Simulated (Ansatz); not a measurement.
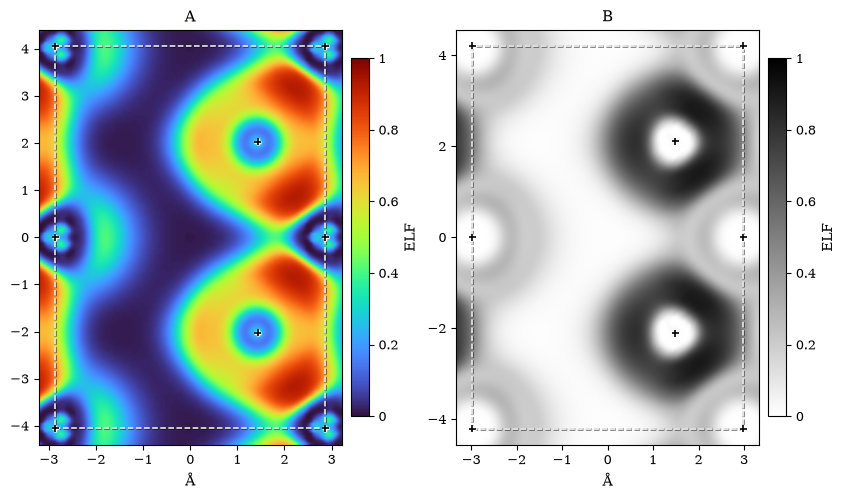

The ELF of 2 systems, each on a plane through atoms (crosses mark nuclei in the plane).

Theory: DFT PBE, scalar-relativistic, plane waves, PAW in Ansatz.

System 1: InP, the (110) plane of the conventional cell. Space group F-43m.

System 2: AlAs, the (101) plane of the conventional cell. Space group F-43m.

> Match each panel to its system.

Panel A is system 2, AlAs: the plane holds Al and As. Al–As (2.48 Å): the ELF peaks at about 0.90 between the atoms (localised, covalent bonding). Panel B is system 1, InP: the plane holds In and P. In–P (2.58 Å): the ELF peaks at about 0.90 in the valence shell of P, 0.9 Å from its nucleus, and is about 0.55 at the midpoint.
